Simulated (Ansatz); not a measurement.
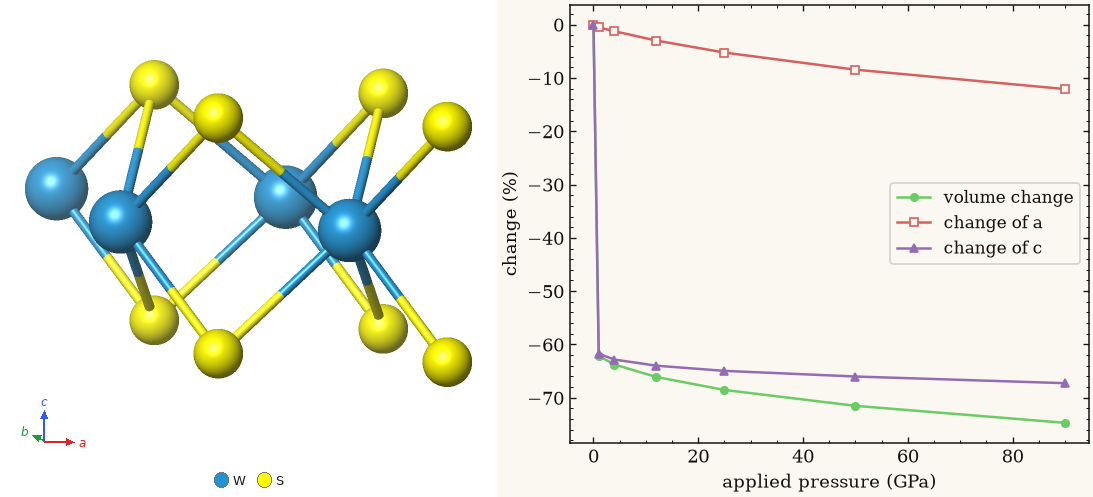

The figure shows the volume change, change of a and change of c against applied pressure for WS₂, space group P-6m2 (No. 187). The slab (repeated in the plane, vacuum cut away) is drawn beside the plot.

Cell as given: a = 3.124 Å, b = 3.124 Å, c = 16.936 Å, α = 90.00°, β = 90.00°, γ = 120.00°; 3 atoms.

Method: volume, enthalpy and cell of a crystal along a series of hydrostatic pressures at zero temperature, keeping its symmetry; changes are against the given cell; the k mesh follows the cell and the gap; plane waves with PAW datasets, Γ-centred k mesh (Ansatz 0.2.0). Level: PBEsol with D3(BJ), no spin polarisation.

- wave cutoff: 420 eV
- occupations: Gaussian
- k mesh at zero pressure: 12×12×2
- smearing width at zero pressure: 0.02 eV

The change of b equals the change of a.

> Read off the course of the volume change.

It falls from 0.00 % at applied pressure 0 GPa to −74.70 % at 90 GPa.

> How does the change of a vary with applied pressure?

It falls from 0.00 % at applied pressure 0 GPa to −12.10 % at 90 GPa.

Note: a crossing between the sampled k points may be missed; coarse k mesh; far from the equilibrium volume; narrow smearing for a metal.

The computed values:

| applied pressure (GPa) | volume change (%) | change of a (%) | change of c (%) |
| --- | --- | --- | --- |
| 0 | 0.00 | 0.00 | 0.00 |
| 1 | −62.15 | −0.54 | −61.74 |
| 4 | −63.76 | −1.25 | −62.83 |
| 12 | −66.10 | −3.00 | −63.98 |
| 25 | −68.53 | −5.25 | −64.95 |
| 50 | −71.51 | −8.46 | −66.01 |
| 90 | −74.70 | −12.10 | −67.26 |
